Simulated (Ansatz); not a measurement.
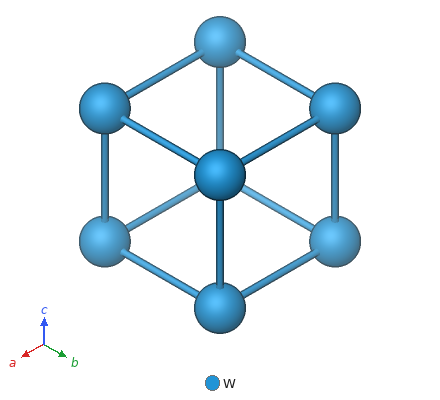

The structure, seen along [111]; the drawing may span several cells.

Structure (in its standard cell), the geometry relaxed with DFT, r2SCAN, plane waves (500 eV) with PAW, scalar-relativistic (Ansatz); the starting structure was generated, so it need not be a known form of this composition:

```cif
data_structure
_symmetry_space_group_name_H-M 'Pm-3m'
_symmetry_Int_Tables_number 221
_cell_length_a 2.6220
_cell_length_b 2.6220
_cell_length_c 2.6220
_cell_angle_alpha 90.000
_cell_angle_beta 90.000
_cell_angle_gamma 90.000
_cell_volume 18.03
loop_
_atom_site_label
_atom_site_type_symbol
_atom_site_symmetry_multiplicity
_atom_site_Wyckoff_symbol
_atom_site_fract_x
_atom_site_fract_y
_atom_site_fract_z
_atom_site_occupancy
W1 W 1 a 0.00000 0.00000 0.00000 1
```

Predict the [111] zone-axis pattern (120 kV, kinematic, B = 0.8 Å²).

Answer. The spots form a hexagonal net with both shortest vectors at d = 1.85 Å, 60.0° apart. They are -1 1 0 and -1 0 1. The pattern has symmetry 6mm. No reflection of this zone is absent.

Strongest reflections with d > 0.80 Å, one of each family (|F|² from tabulated Gaussian fits of the electron scattering factors, times a small damping for the curvature of the Ewald sphere):

```json
{"hkl": "1 0 -1", "d (Å)": "1.854", "I (strongest = 100)": "100"}
{"hkl": "2 -1 -1", "d (Å)": "1.070", "I (strongest = 100)": "26"}
{"hkl": "2 0 -2", "d (Å)": "0.927", "I (strongest = 100)": "17"}
```

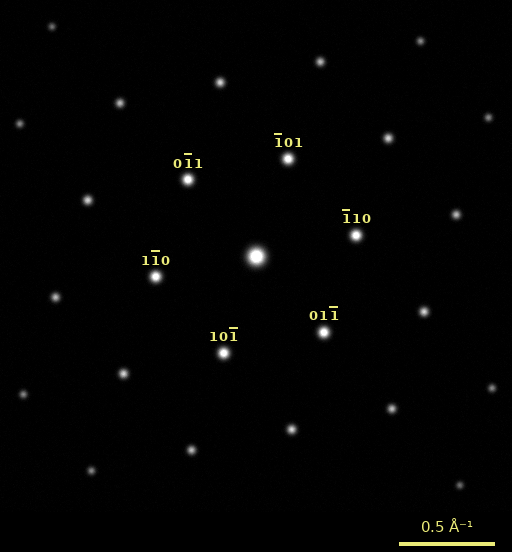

Calculated pattern, seen from the source side with [111] pointing towards the source.
